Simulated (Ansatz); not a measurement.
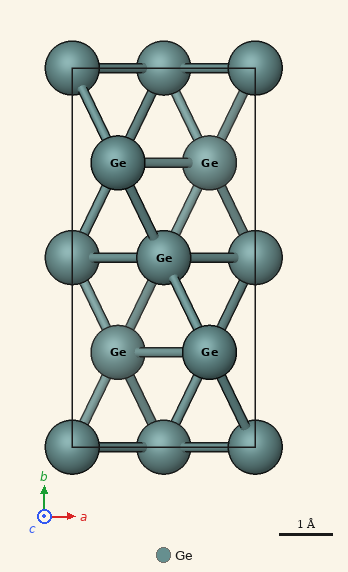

Starting structure of solid Ge (a generated structure, set up in Fddd) (coarse preliminary run). Style: ball-and-stick. Shown: the conventional cell (4 times the calculation's cell), along the c axis. Lengths and directions refer to the drawn axes.

All numbers below come from Ansatz, DFT PBE, scalar-relativistic, plane waves, PAW.

Input
```yaml
crystal:
  lattice:
    - [0.0, 3.64293157, 5.87510531]
    - [1.75824377, 0.0, 5.87510531]
    - [1.75824377, 3.64293157, 0.0]
  atoms:
    - { symbol: Ge, position: [0.81733054, 0.81733054, 0.18266946] }
    - { symbol: Ge, position: [0.06733054, 0.06733054, 0.43266946] }
    - { symbol: Ge, position: [0.18266946, 0.18266946, 0.81733054] }
    - { symbol: Ge, position: [0.43266946, 0.43266946, 0.06733054] }
basis:
  ecutwfc: 420
kpoints:
  mp_grid: { grid: [6, 6, 6] }
hamiltonian:
  xc: pbe
scf:
  occupations: { method: gaussian, width: 0.1 }
  lower_state_search: "off"
output:
  forces: true
  stress: true
  eigenvalues: true
relax:
  adjacent_minimum: "off"
  f_tol: 0.04
  max_steps: 70
  cell: { stress_tol: 0.4 }
```

Command:
```bash
ansatz run input.yaml --threads 1 --pin off --max-ram 2560MiB --backend cpu --events-out ev --progress --plain --runs-dir out
```

Q: What does the optimiser find from here?

A: Over 4 accepted moves (6 points after the start) the energy falls by 170 meV per atom. The largest force component goes from 0.47 to 0.0063 eV/Å. The pressure goes from 15.22 to 0.04 GPa. At 2 points the geometry stayed and the basis and grid were re-selected for the new cell (energy shift of 2.7 meV per atom at most each time). The largest moves relative to the cell, 0.016 Å, are those of Ge1, Ge2, Ge3 and Ge4. Ge4 goes along +c. The volume changes by +18.0 %, with a 3.516 → 3.910 Å (+11.2 %), b 7.286 → 7.623 Å (+4.6 %), c 11.750 → 11.914 Å (+1.4 %). Some distances before and after: Ge1–Ge3 2.365 → 2.509 Å, Ge1–Ge4 2.435 → 2.562 Å. Among the angles between lasting bonds that change: Ge4–Ge2–Ge4 96.0° → 102.4°, Ge3–Ge2–Ge4 96.0° → 92.7°. The space group stays Fddd (No. 70).

Step by step:

```csv
step,"E − E(0), meV/atom","largest force component, eV/Å","pressure, GPa","volume, Å³/atom",note
0,0.00,0.4722,15.22,18.816,
1,-124.57,0.0891,6.52,20.352,
2,-165.35,0.0109,1.25,21.701,
3,-167.03,0.0150,0.10,22.089,
4,-169.71,0.0160,0.34,22.089,"same geometry, new basis"
5,-169.94,0.0063,0.04,22.197,
6,-169.96,0.0063,0.04,22.197,"same geometry, new basis"
```

Final geometry:

```
Ge
1.0
     0.00000    3.81140    5.95716
     1.95521    0.00000    5.95716
     1.95521    3.81140    0.00000
Ge
4
Direct
  0.81598 0.81598 0.18402
  0.06598 0.06598 0.43402
  0.18402 0.18402 0.81598
  0.43402 0.43402 0.06598
```

The end point in the same view:

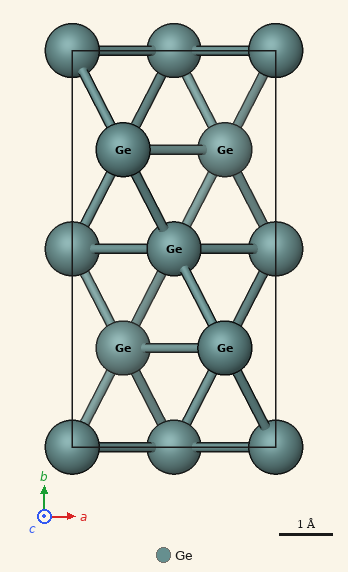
